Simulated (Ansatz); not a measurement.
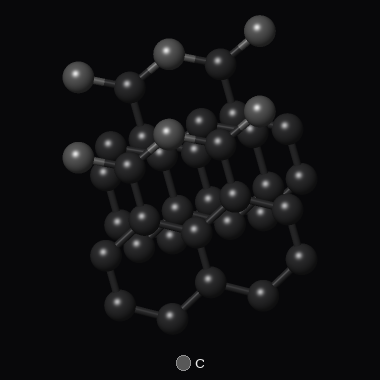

The system is H on a C(110) slab cut from the Fmmm phase, its upper half relaxed before the scan (20 atoms of substrate and one adsorbate in a 2 × 1 cell); the picture shows it without the atoms that are moved over the map. H is moved over the surface cell at a fixed height above a rigid substrate; the origin of the map has the adsorbate above C19; the height is held at 2.50 Å. Places are given modulo a cell vector. The map is drawn in real space over the plane of the surface. The grid has 6 × 6 points; 24 points were computed and 12 follow by symmetry. Places are given in fractions of the 1 × 1 surface cell. All energies are given in eV relative to the lowest grid point. The runs have no spin polarisation, so an open-shell adsorbate far from the surface lies too high. At a fixed height the lowest place need not be the adsorption site. Level of theory: Ansatz 0.2.0, DFT PBE+D3(BJ), scalar-relativistic, plane waves, PAW. Settings: cutoff 420 eV, k-mesh 6×4×1, gaussian smearing 0.1 eV, no spin polarisation.

Range: position of H21 along the first surface vector from 0.000 to 0.833; position of H21 along the second surface vector from 0.000 to 0.833.

Q: What landscape does the calculation give?

A: The lowest grid point is at the top site over a surface C atom, (0/6, 0/6) of the cell vectors. No other kind of well shows on this grid. The highest grid point, (4/6, 3/6) of the cell vectors [nearest 1 C at 3.65 Å], lies 1.27 eV above the lowest. On the interpolated surface the easiest way out of the lowest well to its copy in the next cell or period passes a barrier of about 0.28 eV. At the lowest point the adsorbate has 1 C at 2.50 Å as nearest neighbours, at the highest 1 C at 3.65 Å.

| second ↓, first → | 0/6 | 1/6 | 2/6 | 3/6 | 4/6 | 5/6 |
| --- | --- | --- | --- | --- | --- | --- |
| 5/6 | 0.50 | 0.53 | 0.61 | 0.66 | 0.61 | 0.53 |
| 4/6 | 1.11 | 1.12 | 1.13 | 1.15 | 1.14 | 1.13 |
| 3/6 | 1.26 | 1.25 | 1.25 | 1.26 | 1.27 | 1.27 |
| 2/6 | 1.11 | 1.12 | 1.13 | 1.15 | 1.14 | 1.13 |
| 1/6 | 0.50 | 0.53 | 0.61 | 0.66 | 0.61 | 0.53 |
| 0/6 | 0.00 | 0.06 | 0.20 | 0.28 | 0.20 | 0.06 |

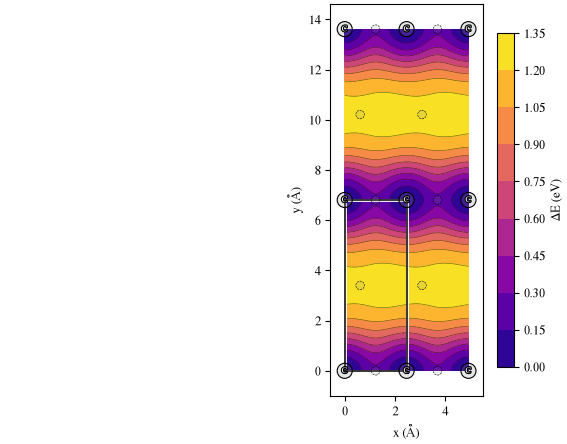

Drawn: filled contours, labelled circles for the atoms of the top layer and small ones for the second layer, the outline of one cell of the 2 × 2 shown. Between grid points the surface is interpolated.

Each point was launched as `ansatz run input.yaml --threads 4 --pin off --max-ram 12288MiB --backend cpu --events-out ev --progress --plain --runs-dir out`. The whole map (24 points run) took 23 min on 4 threads of Arm Neoverse N1 (shared host).

PAW datasets: the set soft_1.
